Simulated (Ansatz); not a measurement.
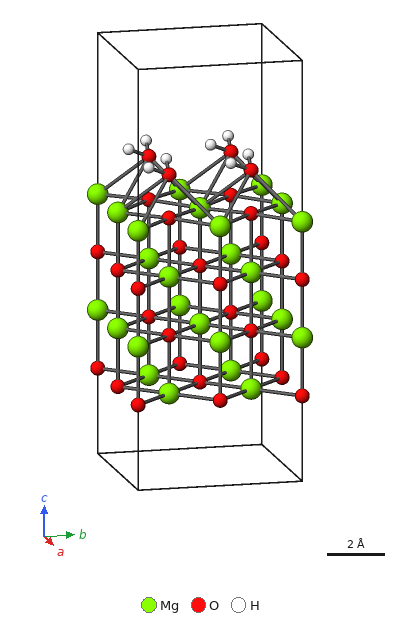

**Figure 1.** The input geometry (ball-and-stick view of the 2 × 2 repeat of the cell, with the vacuum cut short, seen slightly off an axis).

**Geometry relaxation, with input and output: Mg₄H₂O₅ (part 1 of 3)**

- system: Mg₄H₂O₅ (slab, 11 atoms in the cell)
- method: DFT PBE, scalar-relativistic, plane waves, PAW, no spin polarisation (Ansatz 0.2.0)

The structure derives from an entry of the Crystallography Open Database. The input holds or restrains some coordinates.

Log:
```
Engine: ansatz 0.2.0, x86_64-unknown-linux-gnu
Pseudopotentials: kind: paw
Pseudopotential: Mg, paw, valence charge 10, recommended cutoff 420 eV (normal), Mg.paw.azcp
Pseudopotential: O, paw, valence charge 6, recommended cutoff 420 eV (normal), O.paw.azcp
Pseudopotential: H, paw, valence charge 1, recommended cutoff 420 eV (normal), H.paw.azcp
Functional definition: PBE
  parameter kappa = 0.804
  parameter beta = 0.06672455060314922
  exchange = pbe_x(kappa = kappa, mu = beta*pi^2/3)
  correlation = pbe_c(beta = beta)
Crystal: 11 atoms, lattice volume = 233.056 Å³
Basis set: ecut = 420 eV, 4471 PW (Γ), exchange–correlation on 48×48×360 points (8 copies of the dense FFT grid, shifted against one another)
Bands: 47, of which v1, the nominal top of the filled ones, is band 36 counted from 1 (35 counted from 0)
Symmetry: 1 space group operations
Space group: P1 (ITA 1), of the structure as read, at distance tolerance 6.2e-5 Å
k-points: 41 of 81 (time reversal used)
Non-local potential: Mg, projectors of the file, l = 0: 3, l = 1: 2, l = 2: 1
Non-local potential: O, projectors of the file, l = 0: 2, l = 1: 2, l = 2: 1
Non-local potential: H, projectors of the file, l = 0: 2, l = 1: 1
PAW form: soft (Blöchl's): semilocal exchange-correlation on the pseudo side does not see the compensation charge
PAW one-centre angular grid: Mg, 110 points (default); XC on 64 Gauss nodes
PAW one-centre angular grid: O, 110 points (default); XC on 64 Gauss nodes
PAW one-centre angular grid: H, 110 points (default); XC on 64 Gauss nodes
Initial density: superposition of atomic densities (neutral atoms: chi_scale 0, normalization atom), corrected by the library's trained network
Initial wavefunctions: pseudopotential atomic-orbital guess
Functional: x = pbe(κ = 0.804, μ = 0.2195149727645171), c = pbe(β = 0.06672455060314922)
SCF iter   1: F=—  HF=-10568.438907 eV  |F-HF|=—  |Δ(HF+E_count)|=         —  Δρ=1.01e-2  dr2=3.18e-1  ethr=1.77e-3  p=-0.056 e·Å  D=-4.36e-2 V/Å  ΔV_dip=1.12 eV  dr2_dipole=6.65e-4  V_vac-E_F(+/−)=2.94/1.81 eV  ⟨swp⟩=9.9  Hψ=9911  notcnv=0  defer=55
efield: sawtooth ramp at fractional position 0.9423 (placed from the atoms, in the widest stretch of the axis that holds none; the zero of the levels goes with the place), width 0.1000; the density the first Hamiltonian is built on has a dipole p = -0.056 e·Å; the dipole correction subtracts the counter field D = -4.36e-2 V/Å, which shifts the + side's vacuum level by +1.12 eV against the − side's; the planar-averaged density in the ramp window peaks in size at 4.0e-5 e/Å³
preconditioner: auto → LDOS  [metal: Δε(μ)=0.011 eV  Ē_g=13.478 eV  σ=0.050 eV  W_gap=0.13  n_scr=46 (ndim 8)  ℏωp=15.0 eV  f_vac=0.571  D(μ)=3.74/eV (n_scr^D=12)  β→1.0]
SCF iter   2: F=—  HF=-10568.374026 eV  |F-HF|=—  |Δ(HF+E_count)|=   6.49e-2  Δρ=6.97e-3  dr2=1.73e-1  ethr=4.42e-4  p=-0.088 e·Å  D=-6.83e-2 V/Å  ΔV_dip=1.76 eV  dr2_dipole=3.35e-2  V_vac-E_F(+/−)=3.31/1.55 eV  ⟨swp⟩=3.5  Hψ=3428  notcnv=0  defer=174
SCF iter   3: F=—  HF=-10568.370664 eV  |F-HF|=—  |Δ(HF+E_count)|=   3.36e-3  Δρ=5.86e-3  dr2=7.08e-2  ethr=2.40e-4  p=-0.083 e·Å  D=-6.42e-2 V/Å  ΔV_dip=1.65 eV  dr2_dipole=3.46e-5  V_vac-E_F(+/−)=3.42/1.77 eV  ⟨swp⟩=2.6  Hψ=2555  notcnv=0  defer=174
SCF iter   4: F=—  HF=-10568.374365 eV  |F-HF|=—  |Δ(HF+E_count)|=   3.70e-3  Δρ=5.94e-3  dr2=6.85e-2  ethr=9.84e-5  p=-0.063 e·Å  D=-4.91e-2 V/Å  ΔV_dip=1.27 eV  dr2_dipole=2.26e-3  V_vac-E_F(+/−)=3.46/2.19 eV  ⟨swp⟩=2.7  Hψ=3327  notcnv=0  defer=173
SCF iter   5: F=—  HF=-10568.361840 eV  |F-HF|=—  |Δ(HF+E_count)|=   1.25e-2  Δρ=3.50e-3  dr2=2.12e-2  ethr=9.51e-5  p=-0.089 e·Å  D=-6.93e-2 V/Å  ΔV_dip=1.79 eV  dr2_dipole=7.21e-5  V_vac-E_F(+/−)=3.48/1.69 eV  ⟨swp⟩=2.4  Hψ=2666  notcnv=0  defer=173
SCF iter   6: F=—  HF=-10568.363894 eV  |F-HF|=—  |Δ(HF+E_count)|=   2.05e-3  Δρ=2.84e-3  dr2=1.41e-2  ethr=2.94e-5  p=-0.088 e·Å  D=-6.82e-2 V/Å  ΔV_dip=1.76 eV  dr2_dipole=4.88e-7  V_vac-E_F(+/−)=3.47/1.71 eV  ⟨swp⟩=2.0  Hψ=2426  notcnv=0  defer=173
SCF iter   7: F=—  HF=-10568.364493 eV  |F-HF|=—  |Δ(HF+E_count)|=   5.99e-4  Δρ=1.76e-3  dr2=5.80e-3  ethr=1.96e-5  p=-0.088 e·Å  D=-6.86e-2 V/Å  ΔV_dip=1.77 eV  dr2_dipole=3.74e-6  V_vac-E_F(+/−)=3.47/1.70 eV  ⟨swp⟩=2.1  Hψ=2476  notcnv=0  defer=170
SCF iter   8: F=—  HF=-10568.364831 eV  |F-HF|=—  |Δ(HF+E_count)|=   3.38e-4  Δρ=7.99e-4  dr2=1.85e-3  ethr=8.06e-6  p=-0.081 e·Å  D=-6.30e-2 V/Å  ΔV_dip=1.62 eV  dr2_dipole=2.03e-4  V_vac-E_F(+/−)=3.47/1.84 eV  ⟨swp⟩=2.0  Hψ=2730  notcnv=0  defer=169
SCF iter   9: F=—  HF=-10568.365074 eV  |F-HF|=—  |Δ(HF+E_count)|=   2.43e-4  Δρ=5.09e-4  dr2=1.08e-3  ethr=2.57e-6  p=-0.078 e·Å  D=-6.06e-2 V/Å  ΔV_dip=1.56 eV  dr2_dipole=2.90e-4  V_vac-E_F(+/−)=3.46/1.90 eV  ⟨swp⟩=2.2  Hψ=2570  notcnv=0  defer=153
SCF iter  10: F=—  HF=-10568.365141 eV  |F-HF|=—  |Δ(HF+E_count)|=   6.72e-5  Δρ=4.08e-4  dr2=7.60e-4  ethr=1.50e-6  p=-0.079 e·Å  D=-6.11e-2 V/Å  ΔV_dip=1.57 eV  dr2_dipole=2.07e-4  V_vac-E_F(+/−)=3.47/1.89 eV  ⟨swp⟩=1.8  Hψ=1848  notcnv=0  defer=153
SCF iter  11: F=—  HF=-10568.365131 eV  |F-HF|=—  |Δ(HF+E_count)|=   1.02e-5  Δρ=2.72e-4  dr2=2.94e-4  ethr=1.06e-6  p=-0.082 e·Å  D=-6.37e-2 V/Å  ΔV_dip=1.64 eV  dr2_dipole=2.12e-5  V_vac-E_F(+/−)=3.47/1.83 eV  ⟨swp⟩=2.0  Hψ=2352  notcnv=0  defer=153
SCF iter  12: F=—  HF=-10568.365133 eV  |F-HF|=—  |Δ(HF+E_count)|=   2.21e-6  Δρ=2.01e-4  dr2=1.47e-4  ethr=4.08e-7  p=-0.081 e·Å  D=-6.30e-2 V/Å  ΔV_dip=1.62 eV  dr2_dipole=4.01e-5  V_vac-E_F(+/−)=3.47/1.85 eV  ⟨swp⟩=2.0  Hψ=2584  notcnv=0  defer=159
SCF iter  13: F=-10568.365131 eV  HF=-10568.365123 eV  |F-HF|=7.88e-6  |Δ(HF+E_count)|=   9.54e-6  Δρ=9.61e-5  dr2=1.93e-5  ethr=3.12e-8  p=-0.083 e·Å  D=-6.46e-2 V/Å  ΔV_dip=1.66 eV  dr2_dipole=1.06e-7  V_vac-E_F(+/−)=3.48/1.81 eV  ⟨swp⟩=26.2  Hψ=20725  notcnv=0
SCF 1 converged in 13 iterations: F = -10568.365131 eV  dr2 = 1.93e-5
  greatest PAW one-centre occupation: 1.000 electrons in one spin orbital (limit 2), on the Mg atom at site 4 (counted from 0), in its partial waves of l = 0
relax step   1: F+E_penalty+E_count = -10568.36513112 eV  Δ(F+E_penalty+E_count) = +0.000e0 eV  max|allowed force component| = 1.539e1 eV/Å  Δτ_max = 0.0000 Å  (13 SCF iters, dr2 threshold 2.25e-5 eV, accepted)
Initial density: handed on by an earlier stage of this run
Initial wavefunctions: those handed on with the density
iter 1 solved again at ethr=1.27e-3 eV; its pass at ethr=3.10e-3 eV (dr2=9.16e-1 eV) is discarded
SCF iter   1: F=—  HF=-10572.620710 eV  |F-HF|=—  |Δ(HF+E_count)|=         —  Δρ=1.99e-2  dr2=9.10e-1  ethr=1.27e-3  p=-0.083 e·Å  D=-6.46e-2 V/Å  ΔV_dip=1.66 eV  dr2_dipole=5.82e-2  V_vac-E_F(+/−)=5.16/3.50 eV  ⟨swp⟩=1.0  Hψ=7812  notcnv=0  defer=124
efield: sawtooth ramp at fractional position 0.9423 (handed on by an earlier solve), width 0.1000; the density the first Hamiltonian is built on has a dipole p = -0.083 e·Å; the dipole correction subtracts the counter field D = -6.46e-2 V/Å, which shifts the + side's vacuum level by +1.66 eV against the − side's; the planar-averaged density in the ramp window peaks in size at 8.6e-6 e/Å³
preconditioner: auto → Resta (q_TF=auto, 2.243 Å⁻¹)  ε∞=2.2  [insulator: Δε(μ)=1.744 eV  Ē_g=14.326 eV  σ=0.050 eV  W_gap=1.00  n_scr=46 (ndim 8)  ℏωp=15.4 eV  f_vac=0.558  D(μ)=0.00/eV (n_scr^D=0)  ε∞_Penn≈2.2  vacuum switching on, ρ_ref=1.5e-2 e/Å³]
SCF iter   2: F=—  HF=-10572.446216 eV  |F-HF|=—  |Δ(HF+E_count)|=   1.74e-1  Δρ=1.18e-2  dr2=1.49e-1  ethr=1.26e-3  p=0.021 e·Å  D=1.63e-2 V/Å  ΔV_dip=-0.42 eV  dr2_dipole=8.65e-4  V_vac-E_F(+/−)=3.16/3.58 eV  ⟨swp⟩=3.8  Hψ=4837  notcnv=0  defer=208
SCF iter   3: F=—  HF=-10572.433340 eV  |F-HF|=—  |Δ(HF+E_count)|=   1.29e-2  Δρ=5.41e-3  dr2=4.43e-2  ethr=2.07e-4  p=0.011 e·Å  D=8.23e-3 V/Å  ΔV_dip=-0.21 eV  dr2_dipole=1.46e-3  V_vac-E_F(+/−)=3.35/3.57 eV  ⟨swp⟩=2.4  Hψ=3207  notcnv=0  defer=214
SCF iter   4: F=—  HF=-10572.432615 eV  |F-HF|=—  |Δ(HF+E_count)|=   7.25e-4  Δρ=1.42e-3  dr2=5.07e-3  ethr=6.16e-5  p=0.031 e·Å  D=2.43e-2 V/Å  ΔV_dip=-0.63 eV  dr2_dipole=3.72e-4  V_vac-E_F(+/−)=2.85/3.47 eV  ⟨swp⟩=3.1  Hψ=2678  notcnv=0  defer=214
SCF iter   5: F=—  HF=-10572.432335 eV  |F-HF|=—  |Δ(HF+E_count)|=   2.80e-4  Δρ=5.90e-4  dr2=7.20e-4  ethr=7.05e-6  p=0.024 e·Å  D=1.85e-2 V/Å  ΔV_dip=-0.48 eV  dr2_dipole=5.82e-5  V_vac-E_F(+/−)=2.95/3.42 eV  ⟨swp⟩=2.0  Hψ=2651  notcnv=0  defer=214
SCF iter   6: F=—  HF=-10572.432300 eV  |F-HF|=—  |Δ(HF+E_count)|=   3.49e-5  Δρ=1.81e-4  dr2=1.13e-4  ethr=1.00e-6  p=0.025 e·Å  D=1.97e-2 V/Å  ΔV_dip=-0.51 eV  dr2_dipole=1.52e-5  V_vac-E_F(+/−)=2.94/3.44 eV  ⟨swp⟩=2.0  Hψ=3075  notcnv=0  defer=214
SCF iter   7: F=-10572.432303 eV  HF=-10572.432321 eV  |F-HF|=1.86e-5  |Δ(HF+E_count)|=   2.15e-5  Δρ=6.48e-5  dr2=1.89e-5  ethr=1.39e-7  p=0.027 e·Å  D=2.12e-2 V/Å  ΔV_dip=-0.55 eV  dr2_dipole=4.37e-6  V_vac-E_F(+/−)=2.91/3.46 eV  ⟨swp⟩=23.7  Hψ=20366  notcnv=0
SCF 2 converged in 7 iterations: F = -10572.432303 eV  dr2 = 1.89e-5
relax step   2: F+E_penalty+E_count = -10572.43230259 eV  Δ(F+E_penalty+E_count) = -4.067e0 eV  max|allowed force component| = 5.835e0 eV/Å  Δτ_max = 0.1926 Å  (7 SCF iters, dr2 threshold 1.00e-4 eV, accepted)
[... from here on the SCF iterations and repeated set-up lines of each step are left out, up to the last step ...]
SCF 3 converged in 6 iterations: F = -10573.686136 eV  dr2 = 9.50e-6
relax step   3: F+E_penalty+E_count = -10573.68613567 eV  Δ(F+E_penalty+E_count) = -1.254e0 eV  max|allowed force component| = 3.172e0 eV/Å  Δτ_max = 0.1948 Å  (6 SCF iters, dr2 threshold 1.00e-4 eV, accepted)
SCF 4 converged in 6 iterations: F = -10574.162279 eV  dr2 = 6.60e-6
relax step   4: F+E_penalty+E_count = -10574.16227913 eV  Δ(F+E_penalty+E_count) = -4.761e-1 eV  max|allowed force component| = 2.226e0 eV/Å  Δτ_max = 0.2000 Å  (6 SCF iters, dr2 threshold 1.00e-4 eV, accepted)
SCF 5 converged in 5 iterations: F = -10574.449908 eV  dr2 = 1.46e-5
relax step   5: F+E_penalty+E_count = -10574.44990847 eV  Δ(F+E_penalty+E_count) = -2.876e-1 eV  max|allowed force component| = 1.373e0 eV/Å  Δτ_max = 0.1949 Å  (5 SCF iters, dr2 threshold 1.00e-4 eV, accepted)
SCF 6 converged in 6 iterations: F = -10574.656869 eV  dr2 = 4.06e-6
relax step   6: F+E_penalty+E_count = -10574.65686883 eV  Δ(F+E_penalty+E_count) = -2.070e-1 eV  max|allowed force component| = 1.176e0 eV/Å  Δτ_max = 0.1947 Å  (6 SCF iters, dr2 threshold 1.00e-4 eV, accepted)
SCF 7 converged in 6 iterations: F = -10574.811287 eV  dr2 = 4.24e-6
relax step   7: F+E_penalty+E_count = -10574.81128694 eV  Δ(F+E_penalty+E_count) = -1.544e-1 eV  max|allowed force component| = 5.319e-1 eV/Å  Δτ_max = 0.1947 Å  (6 SCF iters, dr2 threshold 1.00e-4 eV, accepted)
SCF 8 converged in 6 iterations: F = -10574.904635 eV  dr2 = 4.83e-6
relax step   8: F+E_penalty+E_count = -10574.90463538 eV  Δ(F+E_penalty+E_count) = -9.335e-2 eV  max|allowed force component| = 1.737e-1 eV/Å  Δτ_max = 0.1907 Å  (6 SCF iters, dr2 threshold 5.79e-5 eV, accepted)
SCF 9 converged in 7 iterations: F = -10574.961515 eV  dr2 = 1.06e-7
relax step   9: F+E_penalty+E_count = -10574.96151495 eV  Δ(F+E_penalty+E_count) = -5.688e-2 eV  max|allowed force component| = 1.672e-1 eV/Å  Δτ_max = 0.1939 Å  (7 SCF iters, dr2 threshold 3.22e-6 eV, accepted)
SCF 10 converged in 7 iterations: F = -10574.998932 eV  dr2 = 1.04e-7
relax step  10: F+E_penalty+E_count = -10574.99893152 eV  Δ(F+E_penalty+E_count) = -3.742e-2 eV  max|allowed force component| = 1.594e-1 eV/Å  Δτ_max = 0.1940 Å  (7 SCF iters, dr2 threshold 2.98e-6 eV, accepted)
SCF 11 converged in 5 iterations: F = -10575.028305 eV  dr2 = 3.67e-6
relax step  11: F+E_penalty+E_count = -10575.02830547 eV  Δ(F+E_penalty+E_count) = -2.937e-2 eV  max|allowed force component| = 4.103e-1 eV/Å  Δτ_max = 0.1950 Å  (5 SCF iters, dr2 threshold 2.31e-5 eV, accepted)
SCF 12 converged in 5 iterations: F = -10575.060048 eV  dr2 = 5.75e-6
relax step  12: F+E_penalty+E_count = -10575.06004762 eV  Δ(F+E_penalty+E_count) = -3.174e-2 eV  max|allowed force component| = 6.735e-1 eV/Å  Δτ_max = 0.1952 Å  (5 SCF iters, dr2 threshold 1.00e-4 eV, accepted)
SCF 13 converged in 6 iterations: F = -10575.099286 eV  dr2 = 5.36e-6
relax step  13: F+E_penalty+E_count = -10575.09928648 eV  Δ(F+E_penalty+E_count) = -3.924e-2 eV  max|allowed force component| = 2.718e-1 eV/Å  Δτ_max = 0.2000 Å  (6 SCF iters, dr2 threshold 1.00e-4 eV, accepted)
SCF 14 converged in 6 iterations: F = -10575.118016 eV  dr2 = 5.65e-6
relax step  14: F+E_penalty+E_count = -10575.11801640 eV  Δ(F+E_penalty+E_count) = -1.873e-2 eV  max|allowed force component| = 5.318e-2 eV/Å  Δτ_max = 0.2000 Å  (6 SCF iters, dr2 threshold 1.20e-5 eV, accepted)
SCF 15 converged in 10 iterations: F = -10575.128498 eV  dr2 = 1.53e-10
relax step  15: F+E_penalty+E_count = -10575.12849773 eV  Δ(F+E_penalty+E_count) = -1.048e-2 eV  max|allowed force component| = 5.748e-2 eV/Å  Δτ_max = 0.1951 Å  (10 SCF iters, accepted)
SCF 16 converged in 8 iterations: F = -10575.130975 eV  dr2 = 2.05e-8
relax step  16: F+E_penalty+E_count = -10575.13097488 eV  Δ(F+E_penalty+E_count) = -2.477e-3 eV  max|allowed force component| = 1.688e-1 eV/Å  Δτ_max = 0.1976 Å  (8 SCF iters, accepted)
SCF 17 converged in 5 iterations: F = -10575.139964 eV  dr2 = 8.49e-6
relax step  17: F+E_penalty+E_count = -10575.13996430 eV  Δ(F+E_penalty+E_count) = -8.989e-3 eV  max|allowed force component| = 2.216e-1 eV/Å  Δτ_max = 0.1935 Å  (5 SCF iters, dr2 threshold 2.85e-5 eV, accepted)
SCF 18 converged in 5 iterations: F = -10575.142793 eV  dr2 = 7.58e-6
relax step  18: F+E_penalty+E_count = -10575.14279251 eV  Δ(F+E_penalty+E_count) = -2.828e-3 eV  max|allowed force component| = 1.838e-1 eV/Å  Δτ_max = 0.1218 Å  (5 SCF iters, dr2 threshold 4.91e-5 eV, accepted)
SCF 19 converged in 6 iterations: F = -10575.149497 eV  dr2 = 4.38e-6
relax step  19: F+E_penalty+E_count = -10575.14949736 eV  Δ(F+E_penalty+E_count) = -6.705e-3 eV  max|allowed force component| = 1.775e-1 eV/Å  Δτ_max = 0.1948 Å  (6 SCF iters, dr2 threshold 2.32e-5 eV, accepted)
SCF 20 converged in 6 iterations: F = -10575.161907 eV  dr2 = 5.67e-6
relax step  20: F+E_penalty+E_count = -10575.16190716 eV  Δ(F+E_penalty+E_count) = -1.241e-2 eV  max|allowed force component| = 2.081e-1 eV/Å  Δτ_max = 0.1961 Å  (6 SCF iters, dr2 threshold 2.17e-5 eV, accepted)
SCF 21 converged in 6 iterations: F = -10575.177219 eV  dr2 = 5.42e-6
relax step  21: F+E_penalty+E_count = -10575.17721932 eV  Δ(F+E_penalty+E_count) = -1.531e-2 eV  max|allowed force component| = 2.550e-1 eV/Å  Δτ_max = 0.1948 Å  (6 SCF iters, dr2 threshold 4.04e-5 eV, accepted)
SCF 22 converged in 6 iterations: F = -10575.193943 eV  dr2 = 4.50e-6
relax step  22: F+E_penalty+E_count = -10575.19394294 eV  Δ(F+E_penalty+E_count) = -1.672e-2 eV  max|allowed force component| = 2.889e-1 eV/Å  Δτ_max = 0.1949 Å  (6 SCF iters, dr2 threshold 6.50e-5 eV, accepted)
SCF 23 converged in 6 iterations: F = -10575.208614 eV  dr2 = 5.59e-6
relax step  23: F+E_penalty+E_count = -10575.20861369 eV  Δ(F+E_penalty+E_count) = -1.467e-2 eV  max|allowed force component| = 2.675e-1 eV/Å  Δτ_max = 0.1952 Å  (6 SCF iters, dr2 threshold 8.35e-5 eV, accepted)
SCF 24 converged in 6 iterations: F = -10575.211119 eV  dr2 = 5.08e-6
relax step  24: F+E_penalty+E_count = -10575.21111929 eV  Δ(F+E_penalty+E_count) = -2.506e-3 eV  max|allowed force component| = 8.965e-2 eV/Å  Δτ_max = 0.1949 Å  (6 SCF iters, dr2 threshold 6.14e-5 eV, accepted)
SCF 25 converged in 8 iterations: F = -10575.215983 eV  dr2 = 1.49e-8
relax step  25: F+E_penalty+E_count = -10575.21598266 eV  Δ(F+E_penalty+E_count) = -4.863e-3 eV  max|allowed force component| = 9.115e-2 eV/Å  Δτ_max = 0.0684 Å  (8 SCF iters, dr2 threshold 9.02e-7 eV, accepted)
SCF 26 converged in 7 iterations: F = -10575.221089 eV  dr2 = 8.79e-8
relax step  26: F+E_penalty+E_count = -10575.22108940 eV  Δ(F+E_penalty+E_count) = -5.107e-3 eV  max|allowed force component| = 2.790e-1 eV/Å  Δτ_max = 0.1403 Å  (7 SCF iters, dr2 threshold 9.33e-7 eV, accepted)
SCF 27 converged in 5 iterations: F = -10575.227195 eV  dr2 = 1.10e-5
relax step  27: F+E_penalty+E_count = -10575.22719525 eV  Δ(F+E_penalty+E_count) = -6.106e-3 eV  max|allowed force component| = 5.895e-1 eV/Å  Δτ_max = 0.1934 Å  (5 SCF iters, dr2 threshold 7.78e-5 eV, accepted)
SCF 28 converged in 5 iterations: F = -10575.234881 eV  dr2 = 1.39e-5
relax step  28: F+E_penalty+E_count = -10575.23488066 eV  Δ(F+E_penalty+E_count) = -7.685e-3 eV  max|allowed force component| = 5.764e-1 eV/Å  Δτ_max = 0.1414 Å  (5 SCF iters, dr2 threshold 1.00e-4 eV, accepted)
SCF 29 converged in 5 iterations: F = -10575.246816 eV  dr2 = 1.04e-5
relax step  29: F+E_penalty+E_count = -10575.24681628 eV  Δ(F+E_penalty+E_count) = -1.194e-2 eV  max|allowed force component| = 4.084e-1 eV/Å  Δτ_max = 0.1948 Å  (5 SCF iters, dr2 threshold 1.00e-4 eV, accepted)
SCF 30 converged in 6 iterations: F = -10575.255891 eV  dr2 = 2.80e-6
relax step  30: F+E_penalty+E_count = -10575.25589120 eV  Δ(F+E_penalty+E_count) = -9.075e-3 eV  max|allowed force component| = 3.911e-1 eV/Å  Δτ_max = 0.1950 Å  (6 SCF iters, dr2 threshold 8.38e-5 eV, accepted)
SCF 31 converged in 6 iterations: F = -10575.265216 eV  dr2 = 3.47e-6
relax step  31: F+E_penalty+E_count = -10575.26521643 eV  Δ(F+E_penalty+E_count) = -9.325e-3 eV  max|allowed force component| = 3.424e-1 eV/Å  Δτ_max = 0.1949 Å  (6 SCF iters, dr2 threshold 7.68e-5 eV, accepted)
SCF 32 converged in 6 iterations: F = -10575.271049 eV  dr2 = 2.53e-6
relax step  32: F+E_penalty+E_count = -10575.27104861 eV  Δ(F+E_penalty+E_count) = -5.832e-3 eV  max|allowed force component| = 1.153e-1 eV/Å  Δτ_max = 0.1954 Å  (6 SCF iters, dr2 threshold 8.98e-5 eV, accepted)
SCF 33 converged in 7 iterations: F = -10575.276572 eV  dr2 = 3.90e-7
relax step  33: F+E_penalty+E_count = -10575.27657207 eV  Δ(F+E_penalty+E_count) = -5.523e-3 eV  max|allowed force component| = 3.108e-1 eV/Å  Δτ_max = 0.1928 Å  (7 SCF iters, dr2 threshold 1.51e-6 eV, accepted)
SCF 34 converged in 6 iterations: F = -10575.273570 eV  dr2 = 2.12e-6
relax step  34: F+E_penalty+E_count = -10575.27356981 eV  Δ(F+E_penalty+E_count) = +3.002e-3 eV  max|allowed force component| = 3.108e-1 eV/Å  Δτ_max = 0.2000 Å  (6 SCF iters, dr2 threshold 1.10e-5 eV, rejected (line search))
SCF 35 converged in 7 iterations: F = -10575.283468 eV  dr2 = 5.61e-8
relax step  35: F+E_penalty+E_count = -10575.28346831 eV  Δ(F+E_penalty+E_count) = -6.896e-3 eV  max|allowed force component| = 3.540e-1 eV/Å  Δτ_max = 0.0984 Å  (7 SCF iters, accepted)
SCF 36 converged in 5 iterations: F = -10575.287734 eV  dr2 = 5.73e-6
relax step  36: F+E_penalty+E_count = -10575.28773371 eV  Δ(F+E_penalty+E_count) = -4.265e-3 eV  max|allowed force component| = 1.082e-1 eV/Å  Δτ_max = 0.1000 Å  (5 SCF iters, dr2 threshold 1.00e-4 eV, accepted)
SCF 37 converged in 8 iterations: F = -10575.288564 eV  dr2 = 3.25e-9
```
